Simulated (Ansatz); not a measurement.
## Electronic structure of SnGe5 in real space

The calculation's input:

```
crystal:
  lattice:
    - [4.1392549181, 0.0, 0.0]
    - [-2.0696274591, 3.5846999118, 0.0]
    - [0.0, 0.0, 10.0727187474]
  atoms:
    - { symbol: Ge, position: [0.0, 0.0, -0.0136608576] }
    - { symbol: Ge, position: [0.6666666667, 0.3333333333, 0.6660039987] }
    - { symbol: Ge, position: [0.3333333333, 0.6666666667, 0.3471034973] }
    - { symbol: Ge, position: [0.6666666667, 0.3333333333, 0.9105678079] }
    - { symbol: Ge, position: [0.3333333333, 0.6666666667, 0.5905532326] }
    - { symbol: Sn, position: [0.0, 0.0, 0.2494323209] }
kpoints:
  mp_grid: { grid: [12, 12, 4] }
  band_path:
    path:
      - [0.0, 0.0, 0.0]
      - [0.5, 0.0, 0.0]
      - [0.3333333333, 0.3333333333, 0.0]
      - [0.0, 0.0, 0.5]
      - [0.5, 0.0, 0.5]
      - [0.3333333333, 0.3333333333, 0.5]
      - [0.0, 0.0, 0.15]
    npoints: 1
hamiltonian:
  xc: pbe
scf:
  occupations: { method: fermi_dirac, width: 0.02 }
  n_extra_bands: 10
magnetization:
  noncollinear: true
  spin_orbit: true
output:
  forces: true
  stress: true
  eigenvalues: true
  write_density: true
  write_potential: true
  elf: true
  volumetric_format: npy
```

Run with:

```sh
ansatz run input.yaml --threads 4 --pin off --max-ram 6451MiB --backend cpu --events-out ev --progress --plain --runs-dir out
```

Below, planes, directions and counts refer to the conventional cell (a = 4.14 Å, b = 4.14 Å, c = 10.07 Å, α = 90.00°, β = 90.00°, γ = 120.00°).

Space group P3m1; started from the ordered alloy on diamond lattice prototype, which need not be the ambient phase; computed pressure about 2 GPa in this cell.

Method: Ansatz, DFT, PBE with spin-orbit coupling, plane waves, PAW.

The density is the valence pseudo-density of a PAW calculation; it isn't the true density close to the nuclei.

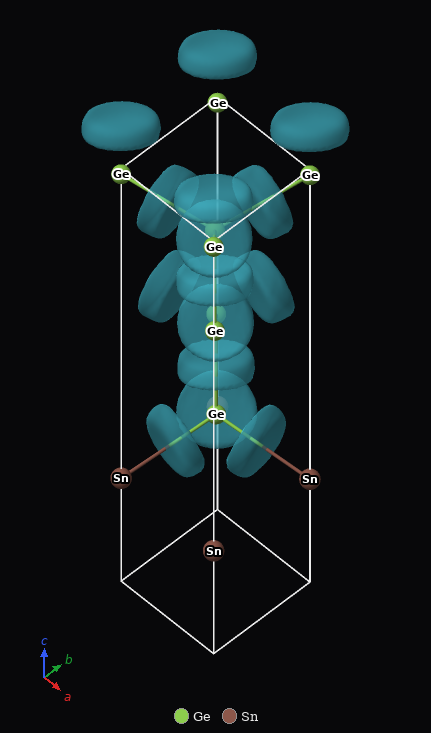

Figure 1. Isosurface of the ELF at 0.55 (cyan), seen at an oblique angle. Core shells and regions of very low density are left out. Sticks mark near contacts.

Where are the electrons localised?

At this value the surface marks out eight regions between bonded Ge–Ge atoms (shared pairs) and four regions between bonded Ge–Sn atoms (shared pairs), counted in one cell of 6 atoms. Regions shared between cells count once. Profiles from the grid: Ge–Ge (2.45 Å): the ELF peaks at about 0.75 between the atoms (a covalent bond). Sn–Ge (2.58 Å): the ELF peaks at about 0.70 between the atoms.

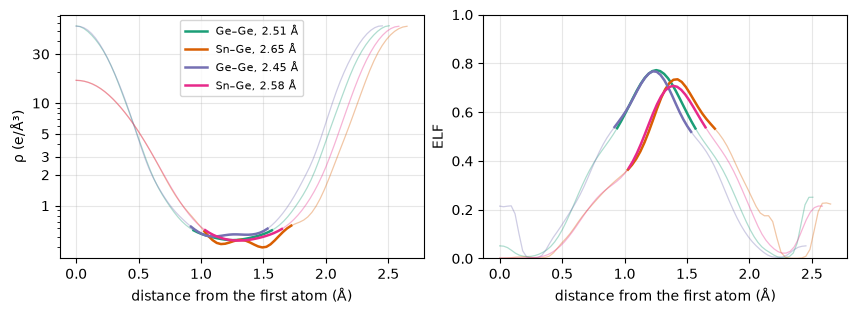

Figure 2. Valence charge density (pseudo) and ELF along straight lines between neighbouring atoms. Thin, pale parts lie inside the atomic spheres.

What can be read from the curves?

Ge–Ge (2.51 Å): the density is about 0.46 e/Å³ at the midpoint; the ELF peaks at about 0.75 between the atoms: a shared electron pair.
Sn–Ge (2.65 Å): ρ is about 0.47 e/Å³ halfway, with its minimum of 0.39 e/Å³ about 1.5 Å from Sn; the ELF peaks at about 0.75 between the atoms.
Ge–Ge (2.45 Å): the density is about 0.52 e/Å³ at the midpoint; the ELF peaks at about 0.75 between the atoms (localised, covalent bonding).
Sn–Ge (2.58 Å): the density is about 0.46 e/Å³ at the midpoint; the ELF peaks at about 0.70 between the atoms.
